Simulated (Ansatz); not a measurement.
Consider K.

The calculation's input:

```
crystal:
  lattice:
    - [-2.222732712, 2.222732712, 8.0991533927]
    - [2.222732712, -2.222732712, 8.0991533927]
    - [2.222732712, 2.222732712, -8.0991533927]
  atoms:
    - { symbol: K, position: [0.5, 0.5, 0.0] }
    - { symbol: K, position: [0.25, 0.75, 0.5] }
hamiltonian:
  xc: pbe
  pseudopotentials: { kind: paw }
kpoints:
  mp_grid: { grid: [9, 9, 9] }
scf:
  occupations: { method: fermi_dirac, width: 0.05 }
output:
  forces: true
  stress: true
  eigenvalues: true
  write_density: true
  write_potential: true
  elf: true
  volumetric_format: npy
```

Run with:

```sh
ansatz run input.yaml --threads 2 --pin off --max-ram 5120MiB --backend cpu --events-out ev --progress --plain --runs-dir out
```

Below, planes, directions and counts refer to the conventional cell (a = 4.45 Å, b = 4.45 Å, c = 16.20 Å, α = 90.00°, β = 90.00°, γ = 90.00°).

Space group I4₁/amd; a structure from a database of computed crystals, not necessarily the ambient phase.

The calculation used Ansatz 0.2.0, Kohn-Sham DFT of a periodic cell, PBE, Ansatz PAW.

Question: What will maps of the valence pseudo-density and electron localisation function show?

Answer: K–K (4.45 Å): the density is about 0.02 e/Å³ at the midpoint; the ELF is about 0.15 at the midpoint: no localised pair shows between them.

Question: Does the calculation make it a metal, or give it a gap?

Answer: It is gapless in this calculation (a metal or semimetal).

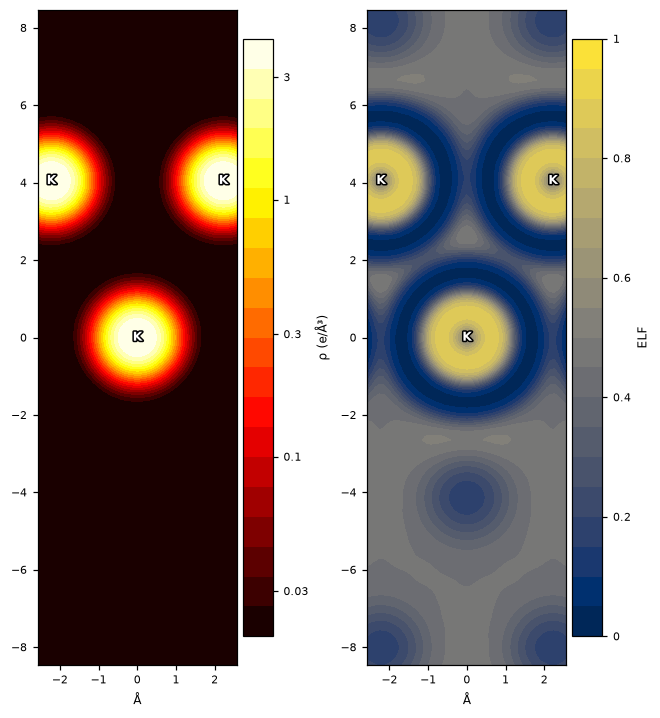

Computed valence pseudo-density and electron localisation function on the (100) plane of the conventional cell, in this order. 

In a PAW calculation such maps are meaningful between the atoms, not at the nuclei.
